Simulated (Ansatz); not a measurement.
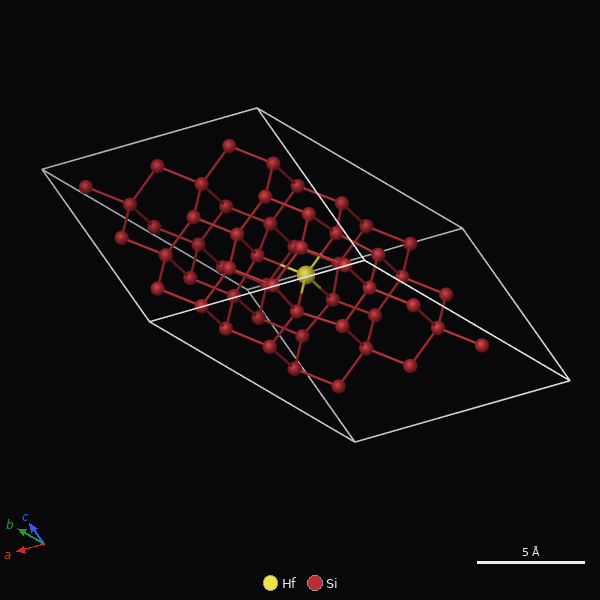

Ball-and-stick representation of a periodic structure, projected from a general direction. Atoms at the boundary of the supercell (the box) are drawn once for each face, edge or corner they touch. The host is Si, in a cell of 54 sites, and the cell carries a charge of +1.

> Name the defect and give its surroundings.

Hafnium on a silicon site (a substitutional impurity). It is bonded to four Si in a tetrahedral arrangement at about 2.6 Å.

Setup: DFT PBE, scalar-relativistic, plane waves, PAW (Ansatz); plane-wave cutoff 420 eV, 1×1×1 k-mesh, Gaussian smearing of 0.01 eV, collinear spins.

> Is the defect magnetic?

Yes, 1.0 μB in the cell.

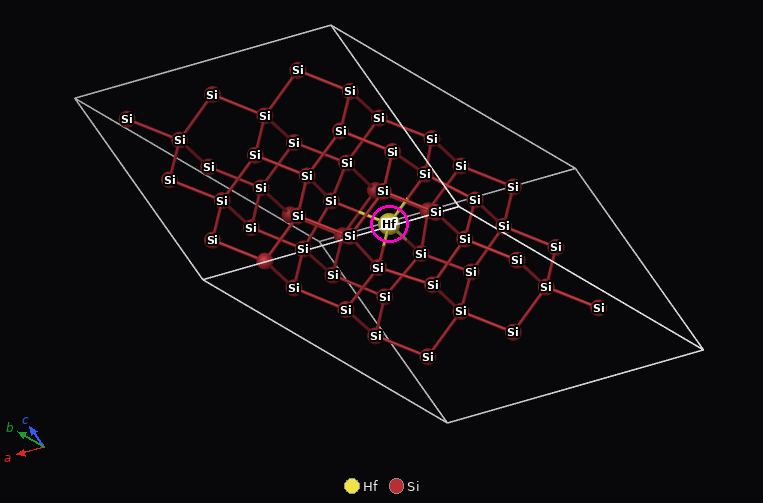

The same cell with a ring at the defect's site.

The atoms were relaxed in the host's cell with DFT PBE, scalar-relativistic, plane waves, PAW in Ansatz.
